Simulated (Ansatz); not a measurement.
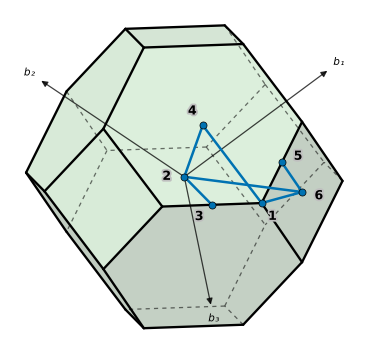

Crystal: InP, the geometry relaxed with DFT PBE, scalar-relativistic, plane waves, PAW (Ansatz 0.2.0). The first Brillouin zone of a face-centred cubic lattice (cF; extended symbol cF2) is drawn with its special points numbered. The drawing is computed from the coordinates (standard cell, symmetry found to 0.002 Å).

a = 5.960 Å, b = 5.960 Å, c = 5.960 Å, α = 90.00°, β = 90.00°, γ = 90.00°.

Labels and path follow the convention of Hinuma et al. (2017), as computed by seekpath; the arrows show the directions of the reciprocal primitive vectors b₁, b₂, b₃, in which coordinates are given.

Q: Give the label and coordinates of each numbered point.

A:
```tsv
no.	label	coordinates
1	W	(1/2, 1/4, 3/4)
2	Γ	(0, 0, 0)
3	K	(3/8, 3/8, 3/4)
4	L	(1/2, 1/2, 1/2)
5	U	(5/8, 1/4, 5/8)
6	X	(1/2, 0, 1/2)
```
